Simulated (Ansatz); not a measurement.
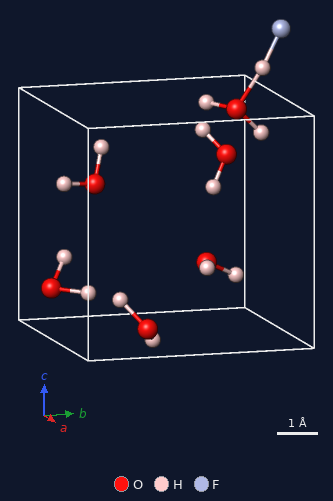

Starting frame of a dynamics run of a periodic cell with 6 H2O + 1 HF at 0.994 g/cm³. It starts from the last geometry of an earlier run, with fresh velocities. Style: ball-and-stick. Shown: the simulation cell, slightly off an axis.

These are results of DFT r2SCAN, scalar-relativistic, plane waves, PAW (Ansatz), not measurements.

Input
```yaml
accuracy: low
crystal:
  lattice:
    - [5.981424, 0.0, 0.0]
    - [0.0, 5.981424, 0.0]
    - [0.0, 0.0, 5.981424]
  atoms:
    - { symbol: O, position: [0.72211528, 0.69224225, 0.79930883] }
    - { symbol: H, position: [0.7675402, 0.62050921, 0.67035998] }
    - { symbol: H, position: [0.63063596, 0.61596116, 0.89308394] }
    - { symbol: O, position: [0.4194708, 0.43627539, 0.00788025] }
    - { symbol: H, position: [0.30279402, 0.49431075, -0.06177374] }
    - { symbol: H, position: [0.34672565, 0.33711918, 0.12580853] }
    - { symbol: O, position: [0.10953192, 0.92434711, 0.87447476] }
    - { symbol: H, position: [0.08192202, 1.04199188, 0.76152653] }
    - { symbol: H, position: [-0.03470017, 0.83531015, 0.88246398] }
    - { symbol: O, position: [0.88040908, 0.55589322, 0.3695649] }
    - { symbol: H, position: [1.04187424, 0.50897082, 0.37658046] }
    - { symbol: H, position: [0.83292961, 0.70018505, 0.29971539] }
    - { symbol: O, position: [0.66105774, -0.06396158, 0.25314034] }
    - { symbol: H, position: [0.77958122, 0.06338687, 0.24618784] }
    - { symbol: H, position: [0.57192239, 0.02083428, 0.36682047] }
    - { symbol: O, position: [0.57412653, 0.15481797, 0.67461282] }
    - { symbol: H, position: [0.52750291, 0.19838154, 0.82237681] }
    - { symbol: H, position: [0.60857834, 0.00826237, 0.68858677] }
    - { symbol: F, position: [0.12517563, 1.11718285, 0.21188318] }
    - { symbol: H, position: [0.15106185, 1.02710195, 0.05293558] }
basis:
  ecutwfc: 500.0
kpoints:
  mp_grid: { grid: [1, 1, 1] }
hamiltonian:
  xc: r2scan
scf:
  occupations: { method: fermi_dirac, width: 0.05 }
  lower_state_search: "off"
md:
  timestep: 0.5
  n_steps: 140
  ensemble: nve
  temperature: 1000.0
  initial_velocities: maxwell_boltzmann
  seed: 273878
```

Launched with:
```bash
ansatz run input.yaml --threads 1 --pin off --max-ram 3072MiB --backend cpu --events-out ev --progress --plain --runs-dir out
```

### Predict how the run goes.

The mean temperature in the second half is 864 K (standard deviation 124 K). The potential energy in the second half lies on average 16.7 meV per atom above the first frame. Root-mean-square distances from the starting positions over the second half, with the common drift of all atoms taken out: H 0.76 Å, O 0.55 Å, F 0.50 Å. The heavy atoms stay within a fraction of a molecule's size of their starting places; so short a run doesn't tell a liquid from a solid.

Along the run (each row but the first and the last is the mean over the interval that it begins):

```
time (fs)  potential energy (meV/atom)  T (K)
      0.0                          0.0   1000
      7.0                          8.6    929
     14.0                          8.9    927
     21.0                          3.7    970
     28.0                          7.5    937
     35.0                         26.8    782
     42.0                         16.9    861
     49.0                         13.1    892
     56.0                         15.1    877
     63.0                         11.6    905
     70.0                         12.9    894
```

The paths of the atoms:

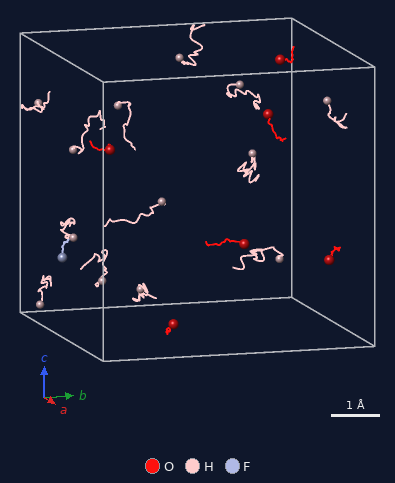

Limits of the set-up: the program's low-accuracy preset was used; the periodic images lie only 6.0 Å apart, so the values are limited by the cell's size.

The run took 15 min on 1 thread of Arm Neoverse V2, with other jobs on the host, peak memory 0.53 GiB.
